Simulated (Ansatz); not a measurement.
**Two runs on Ir**

System: Ir (P-1, 2 atoms in the cell).
Method of the first run: Kohn-Sham DFT of a periodic cell, PBE, Ansatz PAW, no spin polarisation (Ansatz 0.2.0).

The structure derives from a Materials Project entry. Text and figures count atoms from 1; the logs count them from 0 in places.

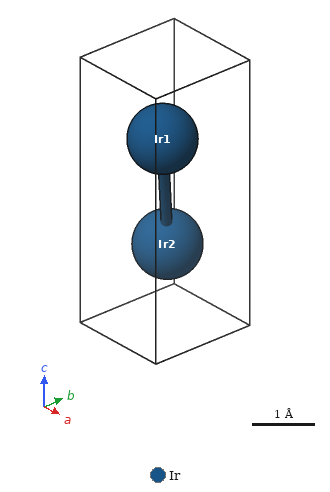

**Figure 1.** The input geometry (ball-and-stick view of the cell of the calculation, seen slightly off an axis; atoms are numbered from 1 in the order of the input).

## Input file, the first run
```yaml
crystal:
  lattice:
    - [2.75137789, 0.0, 0.0]
    - [-1.37568895, 2.38276315, 0.0]
    - [0.0, 0.0, 4.46229]
  atoms:
    - { symbol: Ir, position: [0.66935147, 0.3368738, 0.74829509] }
    - { symbol: Ir, position: [0.33064853, 0.6631262, 0.25170491] }
hamiltonian:
  xc: pbe
  pseudopotentials: { kind: paw }
kpoints:
  mp_grid: { grid: [11, 11, 6] }
scf:
  occupations: { method: fermi_dirac, width: 0.05 }
output:
  forces: true
  stress: true
  eigenvalues: true
  write_density: true
  write_potential: true
  elf: true
  volumetric_format: npy
relax:
  f_tol: 0.01
  max_steps: 40
  cell: { stress_tol: 0.05 }
```

Command:
```bash
ansatz run input.yaml --threads 2 --pin off --max-ram 5632MiB --backend cpu --events-out ev --progress --plain --runs-dir out
```

Hardware: 2 threads of Intel Xeon @ 2.70GHz, 189 GiB of memory available, shared host.

## Output, shortened to warnings, some set-up lines, iterations and results (the first run)
```
Basis set: ecut = 420 eV, 573 PW (Γ), exchange–correlation on 40×40×60 points (8 copies of the dense FFT grid, shifted against one another)
Symmetry: 2 space group operations
k-points: 364 of 726
Initial density: superposition of atomic densities (neutral atoms: chi_scale 0, normalization atom), corrected by the library's trained network
[...]
SCF iter   1: F=—  HF=-23870.446223 eV  |F-HF|=—  |Δ(HF+E_count)|=         —  Δρ=9.11e-3  dr2=7.79e-3  ethr=1.77e-3  ⟨swp⟩=4.9  Hψ=29599  notcnv=0
SCF iter   2: F=—  HF=-23870.449875 eV  |F-HF|=—  |Δ(HF+E_count)|=   3.65e-3  Δρ=5.30e-3  dr2=2.76e-3  ethr=2.29e-5  ⟨swp⟩=2.3  Hψ=12867  notcnv=0
SCF iter   3: F=—  HF=-23870.451410 eV  |F-HF|=—  |Δ(HF+E_count)|=   1.54e-3  Δρ=2.92e-4  dr2=8.39e-6  ethr=8.12e-6  ⟨swp⟩=2.0  Hψ=10933  notcnv=0
SCF iter   4: F=—  HF=-23870.451437 eV  |F-HF|=—  |Δ(HF+E_count)|=   2.72e-5  Δρ=6.27e-5  dr2=2.15e-6  ethr=2.47e-8  ⟨swp⟩=2.0  Hψ=11177  notcnv=0
SCF iter   5: F=—  HF=-23870.451437 eV  |F-HF|=—  |Δ(HF+E_count)|=   2.13e-7  Δρ=3.59e-5  dr2=1.37e-6  ethr=6.32e-9  ⟨swp⟩=2.1  Hψ=11218  notcnv=0
[... 32 lines ...]
SCF iter   5: F=-23870.453875 eV  HF=-23870.453875 eV  |F-HF|=7.28e-12  |Δ(HF+E_count)|=  7.28e-12  Δρ=4.99e-8  dr2=1.61e-12  ethr=1.00e-12  ⟨swp⟩=1.0  Hψ=7644  notcnv=0
SCF iter   6: F=-23870.453875 eV  HF=-23870.453875 eV  |F-HF|=0.00e0  |Δ(HF+E_count)|=  7.28e-12  Δρ=1.68e-8  dr2=2.57e-14  ethr=1.00e-12  ⟨swp⟩=1.0  Hψ=7644  notcnv=0
SCF iter   7: F=-23870.453875 eV  HF=-23870.453875 eV  |F-HF|=1.09e-11  |Δ(HF+E_count)|=  3.64e-12  Δρ=4.73e-9  dr2=2.44e-15  ethr=1.00e-12  ⟨swp⟩=2.3  Hψ=23137  notcnv=0
SCF 5 converged in 7 iterations: F = -23870.453875 eV  dr2 = 2.44e-15
relax step   5: F+E_penalty+E_count = -23870.45387550 eV  Δ(F+E_penalty+E_count) = +5.419e-5 eV  max|allowed force component| = 2.264e-4 eV/Å  Δτ_max = 0.0000 Å  P = +0.006 …
basis re-selected at this cell: Δ(F+E_penalty+E_count) = +5.419e-5 eV, ΔP = +0.003 GPa vs the last step (what re-selecting the basis moved, of the pressure what is left beyond the Pulay correction that the steps carried, after the strain that the cell walked since its last selection, with what the …
SCF converged after 7 iterations
Free energy (F): -23870.453875 eV
Harris-Foulkes:  -23870.453875 eV  (|F-HF|=1.09e-11)
Internal energy: -23870.428416 eV  (E = F + TS)
E sigma→0 (E₀):  -23870.441146 eV
Entropy (-TS):   -0.025460 eV (-12.730 meV/atom)
Fermi energy:    24.984457 eV
--- Per-component energies (eV) ---
  E_band       = -191.844864
  E_kinetic    = 1244.756966
  E_local      = -2196.074797  (includes V_loc(G=0)·N_el)
  E_nonlocal   = 145.057673
  E_hartree    = 838.774181
  E_xc         = -535.502777
  E_vxc        = -599.612124  (∫ρ·V_xc dr)
  E_paw        = -18446.659001  (= ΣΔE_a)
  E_vpaw       = -463.521055  (= ΣTr[D̂ρ^β])
  E_aug_tail   = 0.000111  (compensation charges beyond the density's cutoff)
  E_ewald      = -4920.780772
  E_smearing   = -0.025460  (= −TS)
  E_closure    = 0.000000  (closes the sum)
  Σ components = -23870.453875   (vs F -23870.453875, Δ=0.00e0)
--- Forces (eV/Å), atoms counted from 1 ---
  atom   1  Ir    -0.00001181    -0.00002891     0.00022644
  atom   2  Ir     0.00001181     0.00002891    -0.00022644
  max |Σ_I F_I| component: 0.00e0 eV/Å
--- Stress (GPa, compression-positive) ---
       -0.001353      -0.000799       0.001451
       -0.000799       0.008069       0.005205
        0.001451       0.005205       0.011192
  P = ⅓ Tr σ = 0.0060 GPa (0.060 kbar)
--- Relaxed structure (4 steps of the walk, 3 accepted, 1 SCFs on fresh bases) ---
  F+E_penalty+E_count = -23870.45387550 eV   max|allowed force component| = 2.264e-4 eV/Å   (the final SCF, on the basis selected at the relaxed cell)
  cell:  # Å, volume = 29.1425 Å³
    - [2.7490390296098246, 5.826400082690822e-6, -2.7730268551668662e-5]
    - [-1.374514473990174, 2.3806769593398447, -7.23957712941162e-5]
    - [-4.4974011205500225e-5, -0.00016154403619201709, 4.45292645481748]
  atoms:
    - { symbol: Ir, position: [0.6666687685284947, 0.33333615198556116, 0.7499977118295738] }
    - { symbol: Ir, position: [0.3333312314715054, 0.6666638480144387, 0.25000228817042636] }
```

The second run used a changed input.

## The two runs side by side

| quantity | the first run | the second run |
| --- | --- | --- |
| outcome | converged | converged |
| free energy per atom (eV) | −11935.2269 | −11936.1367 |
| energy per atom, smearing taken to zero (eV) | −11935.2206 | −11936.1307 |
| gap on the mesh (eV) | 0.00 | 0.00 |
| pressure (GPa) | 0.01 | 0.03 |
| volume per atom (Å³) | 14.57 | 14.20 |
| largest force (eV/Å) | 0.000 | 0.000 |
| SCF iterations | 32 | 38 |
| irreducible k-points | 364 | 364 |
| wall time (shared host) | 28 s | 35 s |

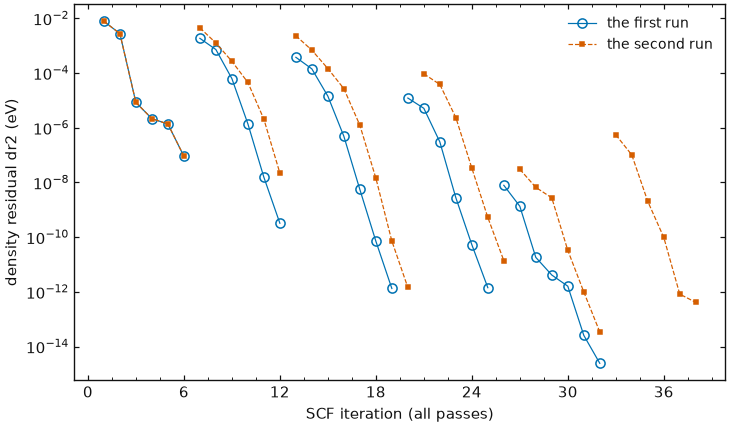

**Figure 2.** Convergence of the two runs: density residual dr2 against the SCF iteration. A break in a curve parts two SCF passes. The first run takes 32 iterations in all, and the second run takes 38.

What was changed in the input?

The change (lines with − go, lines with + come):
```diff
+  dispersion: d4
```

The total energies belong to different models, so their difference says nothing on which is more stable or more accurate. The volume per atom goes from 14.57 to 14.20 Å³. The SCF takes 38 iterations over all geometry steps against 32.

## Output, shortened to warnings, some set-up lines, iterations and results (the second run)
```
Basis set: ecut = 420 eV, 573 PW (Γ), exchange–correlation on 40×40×60 points (8 copies of the dense FFT grid, shifted against one another)
Symmetry: 2 space group operations
k-points: 364 of 726
Initial density: superposition of atomic densities (neutral atoms: chi_scale 0, normalization atom), corrected by the library's trained network
[...]
SCF iter   1: F=—  HF=-23872.238250 eV  |F-HF|=—  |Δ(HF+E_count)|=         —  Δρ=9.11e-3  dr2=7.79e-3  ethr=1.77e-3  ⟨swp⟩=4.9  Hψ=29599  notcnv=0
SCF iter   2: F=—  HF=-23872.241902 eV  |F-HF|=—  |Δ(HF+E_count)|=   3.65e-3  Δρ=5.30e-3  dr2=2.76e-3  ethr=2.29e-5  ⟨swp⟩=2.3  Hψ=12867  notcnv=0
SCF iter   3: F=—  HF=-23872.243437 eV  |F-HF|=—  |Δ(HF+E_count)|=   1.54e-3  Δρ=2.92e-4  dr2=8.39e-6  ethr=8.12e-6  ⟨swp⟩=2.0  Hψ=10933  notcnv=0
SCF iter   4: F=—  HF=-23872.243465 eV  |F-HF|=—  |Δ(HF+E_count)|=   2.72e-5  Δρ=6.27e-5  dr2=2.15e-6  ethr=2.47e-8  ⟨swp⟩=2.0  Hψ=11177  notcnv=0
SCF iter   5: F=—  HF=-23872.243464 eV  |F-HF|=—  |Δ(HF+E_count)|=   2.13e-7  Δρ=3.59e-5  dr2=1.37e-6  ethr=6.32e-9  ⟨swp⟩=2.1  Hψ=11218  notcnv=0
[... 40 lines ...]
SCF iter   4: F=—  HF=-23872.273495 eV  |F-HF|=—  |Δ(HF+E_count)|=  8.91e-10  Δρ=1.25e-6  dr2=9.83e-11  ethr=5.96e-12  ⟨swp⟩=2.0  Hψ=13837  notcnv=0
SCF iter   5: F=-23872.273495 eV  HF=-23872.273495 eV  |F-HF|=7.28e-12  |Δ(HF+E_count)|=  8.00e-11  Δρ=7.39e-8  dr2=8.27e-13  ethr=1.00e-12  ⟨swp⟩=1.0  Hψ=7644  notcnv=0
SCF iter   6: F=-23872.273495 eV  HF=-23872.273495 eV  |F-HF|=7.28e-12  |Δ(HF+E_count)|=  1.46e-11  Δρ=2.17e-8  dr2=4.12e-13  ethr=1.00e-12  ⟨swp⟩=3.5  Hψ=28784  notcnv=0
SCF 6 converged in 6 iterations: F = -23872.273495 eV  dr2 = 4.12e-13
relax step   6: F+E_penalty+E_count = -23872.27349531 eV  Δ(F+E_penalty+E_count) = +5.085e-4 eV  max|allowed force component| = 3.010e-5 eV/Å  Δτ_max = 0.0000 Å  P = +0.030 …
basis re-selected at this cell: Δ(F+E_penalty+E_count) = +5.085e-4 eV, ΔP = +0.030 GPa vs the last step (what re-selecting the basis moved, of the pressure what is left beyond the Pulay correction that the steps carried, after the strain that the cell walked since its last selection, with what the …
SCF converged after 6 iterations
Free energy (F): -23872.273495 eV
Harris-Foulkes:  -23872.273495 eV  (|F-HF|=7.28e-12)
Internal energy: -23872.249117 eV  (E = F + TS)
E sigma→0 (E₀):  -23872.261306 eV
Entropy (-TS):   -0.024378 eV (-12.189 meV/atom)
Fermi energy:    25.810405 eV
--- Per-component energies (eV) ---
  E_band       = -167.816683
  E_kinetic    = 1247.093399
  E_local      = -2136.965216  (includes V_loc(G=0)·N_el)
  E_nonlocal   = 145.209640
  E_hartree    = 820.730979
  E_xc         = -536.392521
  E_vxc        = -600.818808  (∫ρ·V_xc dr)
  E_paw        = -18446.880947  (= ΣΔE_a)
  E_vpaw       = -463.797758  (= ΣTr[D̂ρ^β])
  E_aug_tail   = 0.000108  (compensation charges beyond the density's cutoff)
  E_ewald      = -4963.203606
  E_disp       = -1.840952  (pairwise vdW)
  E_smearing   = -0.024378  (= −TS)
  E_closure    = 0.000000  (closes the sum)
  Σ components = -23872.273495   (vs F -23872.273495, Δ=0.00e0)
--- Forces (eV/Å), atoms counted from 1 ---
  atom   1  Ir    -0.00000169    -0.00000466     0.00003010
  atom   2  Ir     0.00000169     0.00000466    -0.00003010
  max |Σ_I F_I| component: 0.00e0 eV/Å
--- Stress (GPa, compression-positive) ---
        0.025895      -0.000350       0.000360
       -0.000350       0.028481       0.001342
        0.000360       0.001342       0.035789
  P = ⅓ Tr σ = 0.0301 GPa (0.301 kbar)
--- Relaxed structure (5 steps of the walk, 4 accepted, 1 SCFs on fresh bases) ---
  F+E_penalty+E_count = -23872.27349531 eV   max|allowed force component| = 3.010e-5 eV/Å   (the final SCF, on the basis selected at the relaxed cell)
  cell:  # Å, volume = 28.4018 Å³
    - [2.724872739979592, 2.252873069254477e-6, -6.160386449966083e-6]
    - [-1.3624344238963177, 2.359793535165204, -1.6817556719245412e-5]
    - [-9.991150598298643e-6, -3.7263263303609065e-5, 4.416977459226585]
  atoms:
    - { symbol: Ir, position: [0.6666671473786416, 0.333333966225319, 0.7499997419732629] }
    - { symbol: Ir, position: [0.33333285262135853, 0.6666660337746811, 0.2500002580267375] }
```

For both runs: Spin–orbit coupling is left out, which matters for Ir.
